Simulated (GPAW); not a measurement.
## Co1 on W4 110: moments or none

Wanted: the moments of Co1 on W4 110 and the energy gained by spin polarisation.

Main program and level: GPAW 26.7.0; PBE; plane waves with GPAW's PAW setups, scalar-relativistic.

### Step 1. The starting structure

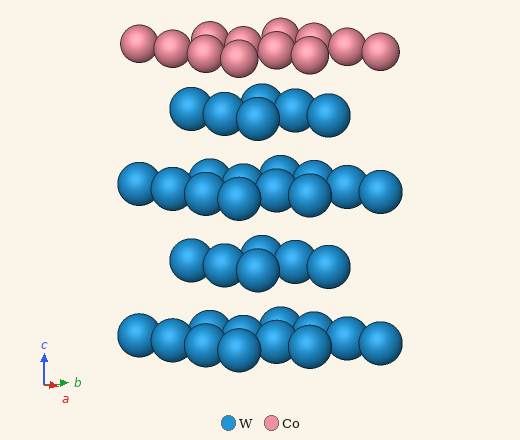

The cell as given, from the side, with the c axis up (tungsten blue, cobalt pink). 3×2×1 cells are drawn. Some periodic images of atoms are drawn too.

The cell holds 5 atoms: 4 W and 1 Co. Its edges and angles: a = 2.741 Å, b = 2.741 Å, c = 20.615 Å, α = 90.0°, β = 90.0°, γ = 109.5°. ideal sites on the substrate's mesh, layer spacings from atomic volumes, unrelaxed, 12 A of vacuum. Vacuum lies along c.

### Step 2. Run 1 (ferro +)

The parallel start comes first: it fits the smallest cell, keeps the most symmetry and shows whether parallel moments form.

Input file order1.py:

```python
import json
import numpy as np
from ase import Atoms
from ase.parallel import paropen, parprint
from gpaw import GPAW

atoms = Atoms(['W', 'W', 'W', 'W', 'Co'],
    cell=[[1.5825, -2.237993, 0.0],
         [1.5825, 2.237993, 0.0],
         [0.0, 0.0, 20.615398]],
    scaled_positions=[[0.0, 0.0, 0.291045],
         [0.5, 0.5, 0.399588],
         [0.0, 0.0, 0.508132],
         [0.5, 0.5, 0.616676],
         [0.0, 0.0, 0.708955]],
    pbc=True,
    magmoms=[0.0, 0.0, 0.0, 0.0, 1.8])
atoms.calc = GPAW(mode={'name': 'pw', 'ecut': 450},
    xc='PBE',
    kpts={'size': (18, 18, 1), 'gamma': True},
    occupations={'name': 'fermi-dirac', 'width': 0.05},
    convergence={'density': 1e-05, 'energy': 1e-05},
    maxiter=200,
    mixer={'name': 'pulay', 'beta': 0.03, 'nmaxold': 8, 'weight': 100},
    symmetry={'tolerance': 1e-4},
    txt='order1.txt')
e = atoms.get_potential_energy(force_consistent=True)
res = {'free_energy': e, 'energy_sigma0': atoms.get_potential_energy(), 'fermi_energy': atoms.calc.get_fermi_level()}
res['moments'] = atoms.get_magnetic_moments().tolist()
res['total'] = atoms.get_magnetic_moment()
parprint('site moments (muB):', np.round(res['moments'], 3))
parprint(f"total moment: {res['total']:.3f} muB")
parprint(f'free energy: {e:.6f} eV')
atoms.calc.write('order1.gpw')
with paropen('results.json', 'w') as f:
    json.dump(res, f)
```

Started as:

```
$ OMP_NUM_THREADS=1 mpirun -n 4 gpaw python order1.py > order1.log
```

Numbers of over 12 decimals in the logs are rounded to 6 here.

Log:

```text
site moments (muB): [-1.000e-03  0.000e+00 -1.300e-02 -3.100e-02  1.295e+00]
total moment: 1.230 muB
free energy: -51.586503 eV

--- order1.txt ---
Input parameters:
  mode=PW(ecut=450),
  convergence={'density': 1e-05, 'energy': 1e-05},
  kpts=MonkhorstPack(size=(18, 18, 1), gamma=True),
  maxiter=200,
  mixer=Pulay(name='pulay', nmaxold=8, beta=0.03, weight=100, sigma=0.015, g_ss=None),
  occupations=Occupations(name='fermi-dirac', width=0.05),
  symmetry=Symmetry(tolerance=0.0001),
  xc=XC(name='PBE')

Diagonalizing LCAO Hamiltonian
Converting LCAO to pw mode

       Co

           W

       W

           W

       W

Atoms  # Å, Bohr magnetons
|   | symbol |        x |        y |         z |    initial magnetic moments |
|---|--------|----------|----------|-----------|-----------------------------|
| 0 |      W | 0.000000 | 0.000000 |  6.000009 | ( 0.0000,  0.0000,  0.0000) |
| 1 |      W | 1.582500 | 0.000000 |  8.237666 | ( 0.0000,  0.0000,  0.0000) |
| 2 |      W | 0.000000 | 0.000000 | 10.475343 | ( 0.0000,  0.0000,  0.0000) |
| 3 |      W | 1.582500 | 0.000000 | 12.713021 | ( 0.0000,  0.0000,  0.0000) |
| 4 |     Co | 0.000000 | 0.000000 | 14.615389 | ( 0.0000,  0.0000,  1.8000) |

Unit cell  # Å
| periodic |        x |         y |         z |   lengths |     angles |
|----------|----------|-----------|-----------|-----------|------------|
|      yes | 1.582500 | -2.237993 |  0.000000 |  2.740970 |  90.000000 |
|      yes | 1.582500 |  2.237993 |  0.000000 |  2.740970 |  90.000000 |
|      yes | 0.000000 |  0.000000 | 20.615398 | 20.615398 | 109.471222 |

Number of symmetries: 4

BZ-sampling:
  Number of BZ points: 324
  Number of IBZ points: 91

  Monkhorst-Pack size: [18, 18, 1]
  Monkhorst-Pack shift: [0.027778, 0.027778, 0.0]

K-points  # in reciprocal-cell coordinates
|     |                                coordinates |     weight |
|-----|--------------------------------------------|------------|
|   0 | ( -0.00000000,  -0.00000000,   0.00000000) | 0.00308642 |
|   1 | (  0.05555556,  -0.05555556,   0.00000000) | 0.00617284 |
|   2 | (  0.05555556,  -0.00000000,   0.00000000) | 0.01234568 |
|   3 | (  0.05555556,   0.05555556,   0.00000000) | 0.00617284 |
|   4 | (  0.11111111,  -0.11111111,   0.00000000) | 0.00617284 |
|   5 | (  0.11111111,  -0.05555556,   0.00000000) | 0.01234568 |
|   6 | (  0.11111111,  -0.00000000,   0.00000000) | 0.01234568 |
|   7 | (  0.11111111,   0.05555556,   0.00000000) | 0.01234568 |
|   8 | (  0.11111111,   0.11111111,   0.00000000) | 0.00617284 |
|   9 | (  0.16666667,  -0.16666667,   0.00000000) | 0.00617284 |
| ... |                                            |            |
|  90 | (  0.50000000,   0.50000000,   0.00000000) | 0.00308642 |

Plane wave coefficients: 3206
Cutoff: 450.000000 eV

Spin-components: 2 (collinear spins)
Bands:           45
Projectors:      30
Spin-degeneracy: 1
Datatype:        complex128

Parallelization:
  kpt:    4
  domain: 1
  band:   1

Density:
  Valence electrons: 65.0
  Components: 2
  Grid points: [ 14  14 105]
  Charge: 0.0  # |e|

Potential:
  Grid points: [ 14  14 105]

species:
  W:
    name:    Tungsten
    Z:       74.0
    valence: 14
    core:    60
    charge:  0.0  # [|e|]
    compensation charges:
      type: gauss
      rc: 0.40  # [Å]
      lmax: 2
    cutoffs:
      filter: 2.36  # [Å]
      core: 3.02  # [Å]
    projectors
    | kind |    occ | energy [eV] | rcut [Å] |
    |------|--------|-------------|----------|
    |   5s |  2.000 |     -78.830 |    1.344 |
    |   6s |  2.000 |      -5.697 |    1.344 |
    |   5p |  6.000 |     -43.233 |    1.355 |
    |   6p |  0.000 |      -1.367 |    1.355 |
    |   5d |  4.000 |      -4.494 |    1.228 |
    |    d |        |      22.717 |    1.228 |

    Using partial waves for W as LCAO basis

  Co:
    name:    Cobalt
    Z:       27.0
    valence: 9
    core:    18
    charge:  0.0  # [|e|]
    compensation charges:
      type: gauss
      rc: 0.32  # [Å]
      lmax: 2
    cutoffs:
      filter: 1.87  # [Å]
      core: 2.55  # [Å]
    projectors
    | kind |    occ | energy [eV] | rcut [Å] |
    |------|--------|-------------|----------|
    |   4s |  2.000 |      -5.469 |    1.005 |
    |   4p |  0.000 |      -1.277 |    1.058 |
    |   3d |  7.000 |      -8.205 |    1.005 |
    |    s |        |      21.742 |    1.005 |
    |    p |        |      25.934 |    1.058 |
    |    d |        |      19.007 |    1.005 |

    Using partial waves for Co as LCAO basis

Reference energy: -1792989.396526  # eV

eigensolver:
  PPCG
  Converge bands: occupied
  niter=2

density mixing:
  Pulay-Mixer
  Linear mixing parameters: 0.03
  Old densities: 8
  Fourier metric: weight=100, sigma=0.015

occupation numbers:
  Fermi-Dirac:
    width: 0.0500  # eV

poisson solver:
  ecut: 3600.000000  # eV

xc functional:
  name: PBE with 2 nearest neighbor stencil

convergence criteria:
- Maximum integral of absolute [dens]ity change: 1e-05 electrons / valence electron
- Maximum [total energy] change in last 3 cyles: 1e-05 eV / valence electron
- Maximum integral of absolute [eigenst]ate change: 4e-08 eV^2 / valence electron
maximum number of iterations: 200

SCF iterations
|iter     |      energy | eigst |  dens |  magmom |
|---------|-------------|-------|-------|---------|
|iter:   1|       0s |  -54.327541 | +0.11 |       |  +1.8023|
|iter:   2|      10s |  -56.223766 | -1.27 | -0.95 |  +1.7681|
|iter:   3|      20s |  -52.937998 | -1.78 | -0.92 |  +1.7758|
|iter:   4|      30s |  -52.592946 | -2.53 | -1.06 |  +1.7470|
|iter:   5|      40s |  -52.173167 | -2.04 | -1.14 |  +1.6927|
|iter:   6|      50s |  -51.894342 | -1.55 | -1.26 |  +1.6017|
|iter:   7|      60s |  -51.649042 | -2.31 | -1.28 |  +1.5629|
|iter:   8|      70s |  -51.618049 | -3.18 | -1.48 |  +1.5518|
|iter:   9|      80s |  -51.550107 | -1.96 | -1.51 |  +1.4425|
|iter:  10|      90s |  -51.529298 | -2.62 | -1.78 |  +1.4414|
[... 35 iterations left out ...]
|iter:  46|     434s |  -51.566750c| -7.61c| -4.48 |  +1.2303|
|iter:  47|     439s |  -51.566746c| -7.90c| -4.51 |  +1.2302|
|iter:  48|     444s |  -51.566743c| -8.33c| -4.62 |  +1.2302|
|iter:  49|     449s |  -51.566730c| -7.50c| -4.69 |  +1.2302|
|iter:  50|     453s |  -51.566724c| -7.91c| -4.86 |  +1.2302|
|iter:  51|     458s |  -51.566725c| -8.36c| -4.95 |  +1.2301|
|iter:  52|     463s |  -51.566725c| -8.92c| -4.96 |  +1.2300|
|iter:  53|     468s |  -51.566728c| -8.76c| -4.98 |  +1.2298|
|iter:  54|     472s |  -51.566726c| -8.77c| -4.99 |  +1.2297|
|iter:  55|     477s |  -51.566723c| -8.28c| -5.06c|  +1.2295|

Converged in 55 steps
Energy contributions relative to reference atoms: (reference = -1792989.396526)

Energy contributions:
  Kinetic:          22.275440
  Coulomb:         -28.763054
  Zero:              0.179804
  External:          0.000000
  Xc:              -45.239133
  Entropy:          -0.039560
  Spinorbit:         0.000000
  ----------------------------
  Free energy:     -51.586503
  Extrapolated:    -51.566723

dipole moment: (-32.109940, -0.000000, 0.055658)  # |e|*Ang

Total magnetic moment: (0.000000, 0.000000, 1.229541)

Local magnetic moments
|        x |        y |         z |
|----------|----------|-----------|
| 0.000000 | 0.000000 | -0.001427 |  # W    0
| 0.000000 | 0.000000 |  0.000488 |  # W    1
| 0.000000 | 0.000000 | -0.013361 |  # W    2
| 0.000000 | 0.000000 | -0.030658 |  # W    3
| 0.000000 | 0.000000 |  1.295215 |  # Co   4

Fermi level: 4.979
Eigenvalues  # (at kpt = [-0.000, -0.000, 0.000])
| band index |      eig [eV] | occ [0-1] |      eig [eV] | occ [0-1] |
|------------|---------------|-----------|---------------|-----------|
|          0 |       -68.990 |     1.000 |       -68.991 |     1.000 |
|        ... |               |           |               |           |
|         26 |         3.164 |     1.000 |         3.567 |     1.000 |
|         27 |         3.213 |     1.000 |         3.660 |     1.000 |
|         28 |         3.521 |     1.000 |         3.749 |     1.000 |
|         29 |         3.622 |     1.000 |         4.068 |     1.000 |
|         30 |         3.674 |     1.000 |         4.293 |     1.000 |
|         31 |         3.848 |     1.000 |         4.553 |     1.000 |
|         32 |         4.096 |     1.000 |         4.939 |     0.690 |
|         33 |         4.449 |     1.000 |         4.973 |     0.528 |
|         34 |         5.085 |     0.107 |         5.324 |     0.001 |
|         35 |         5.996 |     0.000 |         6.042 |     0.000 |
|         36 |         6.044 |     0.000 |         6.145 |     0.000 |
|         37 |         6.712 |     0.000 |         6.741 |     0.000 |
|         38 |         6.913 |     0.000 |         6.938 |     0.000 |
|         39 |         7.064 |     0.000 |         7.134 |     0.000 |
|         40 |         7.281 |     0.000 |         7.271 |     0.000 |
|         41 |         7.301 |     0.000 |         7.312 |     0.000 |
|        ... |               |           |               |           |
|         44 |         8.127 |     0.000 |         8.169 |     0.000 |

No gap
No difference between direct/indirect transitions
```

The job ended after 8.2 min (4 MPI ranks of Arm Neoverse V1, shared host; peak memory 1.3 GiB; 33 min of CPU time).

Spin moment in the augmentation sphere by atom:

```
atom  spin moment in the augmentation sphere (μB)
  W1                                         0.00
  W2                                         0.00
  W3                                        -0.01
  W4                                        -0.03
 Co5                                         1.30
```

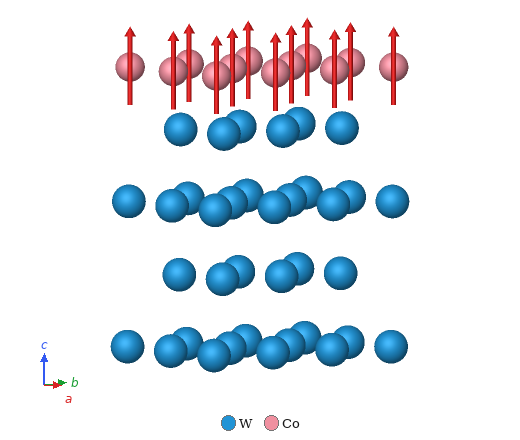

Spin moment in the augmentation sphere as arrows, the longest 1.30 μB. Up and down stand for the sign. Arrows give size and sign along the axis of quantisation, drawn up and down the page. 2×3×1 cells are drawn. Some periodic images of atoms are drawn too.

Read from the output:

- magnetization: 1.230 μB
- final state: ferromagnetic

After 55 cycles the largest moment stands at 1.30 μB.

### Step 3. Run 2 (no spin polarisation)

A run without seeds gives the energy of the state without moments.

nospin.py is the script of step 2 with these lines changed:

```diff
@@ -15,4 +15,3 @@
          [0.0, 0.0, 0.708955]],
-    pbc=True,
-    magmoms=[0.0, 0.0, 0.0, 0.0, 1.8])
+    pbc=True)
 atoms.calc = GPAW(mode={'name': 'pw', 'ecut': 450},
@@ -25,11 +24,7 @@
     symmetry={'tolerance': 1e-4},
-    txt='order1.txt')
+    txt='nospin.txt')
 e = atoms.get_potential_energy(force_consistent=True)
 res = {'free_energy': e, 'energy_sigma0': atoms.get_potential_energy(), 'fermi_energy': atoms.calc.get_fermi_level()}
-res['moments'] = atoms.get_magnetic_moments().tolist()
-res['total'] = atoms.get_magnetic_moment()
-parprint('site moments (muB):', np.round(res['moments'], 3))
-parprint(f"total moment: {res['total']:.3f} muB")
 parprint(f'free energy: {e:.6f} eV')
-atoms.calc.write('order1.gpw')
+atoms.calc.write('nospin.gpw')
 with paropen('results.json', 'w') as f:
```

Started as:

```
$ OMP_NUM_THREADS=1 mpirun -n 4 gpaw python nospin.py > nospin.log
```

Log:

```text
free energy: -51.509229 eV

--- nospin.txt ---
Input parameters:
  mode=PW(ecut=450),
  convergence={'density': 1e-05, 'energy': 1e-05},
  kpts=MonkhorstPack(size=(18, 18, 1), gamma=True),
  maxiter=200,
  mixer=Pulay(name='pulay', nmaxold=8, beta=0.03, weight=100, sigma=0.015, g_ss=None),
  occupations=Occupations(name='fermi-dirac', width=0.05),
  symmetry=Symmetry(tolerance=0.0001),
  xc=XC(name='PBE')

Diagonalizing LCAO Hamiltonian
Converting LCAO to pw mode

       Co

           W

       W

           W

       W

Atoms  # Å, Bohr magnetons
|   | symbol |        x |        y |         z |    initial magnetic moments |
|---|--------|----------|----------|-----------|-----------------------------|
| 0 |      W | 0.000000 | 0.000000 |  6.000009 | ( 0.0000,  0.0000,  0.0000) |
| 1 |      W | 1.582500 | 0.000000 |  8.237666 | ( 0.0000,  0.0000,  0.0000) |
| 2 |      W | 0.000000 | 0.000000 | 10.475343 | ( 0.0000,  0.0000,  0.0000) |
| 3 |      W | 1.582500 | 0.000000 | 12.713021 | ( 0.0000,  0.0000,  0.0000) |
| 4 |     Co | 0.000000 | 0.000000 | 14.615389 | ( 0.0000,  0.0000,  0.0000) |

Unit cell  # Å
| periodic |        x |         y |         z |   lengths |     angles |
|----------|----------|-----------|-----------|-----------|------------|
|      yes | 1.582500 | -2.237993 |  0.000000 |  2.740970 |  90.000000 |
|      yes | 1.582500 |  2.237993 |  0.000000 |  2.740970 |  90.000000 |
|      yes | 0.000000 |  0.000000 | 20.615398 | 20.615398 | 109.471222 |

Number of symmetries: 4

BZ-sampling:
  Number of BZ points: 324
  Number of IBZ points: 91

  Monkhorst-Pack size: [18, 18, 1]
  Monkhorst-Pack shift: [0.027778, 0.027778, 0.0]

Plane wave coefficients: 3206
Cutoff: 450.000000 eV

Spin-components: 1 (collinear spins)
Bands:           43
Projectors:      30
Spin-degeneracy: 2
Datatype:        complex128

Parallelization:
  kpt:    4
  domain: 1
  band:   1

Density:
  Valence electrons: 65.0
  Components: 1
  Grid points: [ 14  14 105]
  Charge: 0.0  # |e|

Potential:
  Grid points: [ 14  14 105]

[... setups left out ...]
Reference energy: -1792989.396526  # eV

eigensolver:
  PPCG
  Converge bands: occupied
  niter=2

density mixing:
  Pulay-Mixer
  Linear mixing parameters: 0.03
  Old densities: 8
  Fourier metric: weight=100, sigma=0.015

occupation numbers:
  Fermi-Dirac:
    width: 0.0500  # eV

poisson solver:
  ecut: 3600.000000  # eV

xc functional:
  name: PBE with 2 nearest neighbor stencil

convergence criteria:
- Maximum integral of absolute [dens]ity change: 1e-05 electrons / valence electron
- Maximum [total energy] change in last 3 cyles: 1e-05 eV / valence electron
- Maximum integral of absolute [eigenst]ate change: 4e-08 eV^2 / valence electron
maximum number of iterations: 200

SCF iterations
|iter     |      energy | eigst |  dens |
|---------|-------------|-------|-------|
|iter:   1|       0s |  -54.854074 | +0.10 |       |
|iter:   2|       5s |  -55.886053 | -1.12 | -1.03 |
|iter:   3|      10s |  -53.299513 | -1.54 | -0.97 |
|iter:   4|      15s |  -52.947817 | -2.60 | -1.12 |
|iter:   5|      20s |  -52.228033 | -1.58 | -1.16 |
|iter:   6|      25s |  -53.365124 | -1.31 | -1.29 |
|iter:   7|      30s |  -51.639818 | -1.31 | -1.19 |
|iter:   8|      35s |  -51.727958 | -2.06 | -1.54 |
|iter:   9|      40s |  -51.584100 | -2.78 | -1.46 |
|iter:  10|      45s |  -51.558156 | -1.96 | -1.59 |
[... 16 iterations left out ...]
|iter:  27|     129s |  -51.489142c| -6.66 | -3.95 |
|iter:  28|     134s |  -51.489144c| -7.35 | -4.09 |
|iter:  29|     139s |  -51.489148c| -7.61c| -4.19 |
|iter:  30|     143s |  -51.489148c| -7.58c| -4.26 |
|iter:  31|     146s |  -51.489148c| -7.94c| -4.39 |
|iter:  32|     151s |  -51.489146c| -7.62c| -4.42 |
|iter:  33|     155s |  -51.489146c| -7.96c| -4.57 |
|iter:  34|     158s |  -51.489146c| -8.22c| -4.74 |
|iter:  35|     160s |  -51.489147c| -8.19c| -4.87 |
|iter:  36|     162s |  -51.489147c| -8.35c| -5.12c|

Converged in 36 steps
Energy contributions relative to reference atoms: (reference = -1792989.396526)

Energy contributions:
  Kinetic:          20.267088
  Coulomb:         -27.156765
  Zero:              0.182983
  External:          0.000000
  Xc:              -44.762371
  Entropy:          -0.040163
  Spinorbit:         0.000000
  ----------------------------
  Free energy:     -51.509229
  Extrapolated:    -51.489147

dipole moment: (-32.099182, -0.000000, 0.053869)  # |e|*Ang

Fermi level: 4.968
Eigenvalues  # (at kpt = [-0.000, -0.000, 0.000])
| band index |      eig [eV] | occ [0-2] |
|------------|---------------|-----------|
|          0 |       -69.016 |     2.000 |
|        ... |               |           |
|         26 |         3.547 |     2.000 |
|         27 |         3.641 |     2.000 |
|         28 |         3.688 |     2.000 |
|         29 |         3.886 |     2.000 |
|         30 |         3.894 |     2.000 |
|         31 |         4.527 |     2.000 |
|         32 |         4.660 |     1.996 |
|         33 |         4.732 |     1.982 |
|         34 |         5.136 |     0.067 |
|         35 |         6.067 |     0.000 |
|         36 |         6.113 |     0.000 |
|         37 |         6.712 |     0.000 |
|         38 |         6.921 |     0.000 |
|         39 |         7.069 |     0.000 |
|         40 |         7.259 |     0.000 |
|         41 |         7.294 |     0.000 |
|         42 |         7.429 |     0.000 |

No gap
No difference between direct/indirect transitions
```

Wall time 2.9 min (4 MPI ranks); peak memory 0.99 GiB; 11 min of CPU time.

This step gave:

```yaml
final_state: non-magnetic (no spin polarisation)
```

It lies 77.3 meV a seeded atom over the first start.

### Step 4. Ranking

These are free energies at a smearing of 0.05 eV, so its entropy term is in the differences. They are divided by the number of seeded atoms, so that cells of unlike size compare.

Orders:

```
               start    final state  typed order kept  energy over the lowest (meV a seeded atom)  largest site moment (μB)  net moment (μB a primitive cell)  mesh matched  CPU time (s)
             ferro +  ferromagnetic               yes                                           0                     1.295                              1.23           yes          1976
no spin polarisation   non-magnetic                 -                                       77.27                         0                                 0           yes         688.9
```

### Step 5. What came out

| Item | Value |
| --- | --- |
| lower run | with moments |
| largest site moment | 1.30 μB |
| energy gained by spin polarisation | 77.3 meV a seeded atom |

**Reading.** The crystal holds moments, up to 1.30 μB, and gains 77.3 meV a seeded atom by them. No antiferromagnetic order was tried, so the session says nothing on how the moments order.

[Logs and program files are shortened in this print: banners, set-up blocks, solver, clock and traceback lines can be left out without a mark of their own.]

[Logs are printed without paths, hosts, clocks, repeated set-up lines and the standing remarks that a program may print on its own settings, such as how far it seeks lower states.]

[Hosts, paths, dates, database ids (printed as entryN), source tags and the programs' standing remarks are cut or masked in the printed files.]

[Where a cell is said to come from a database of computed structures, the database is the Materials Project.]
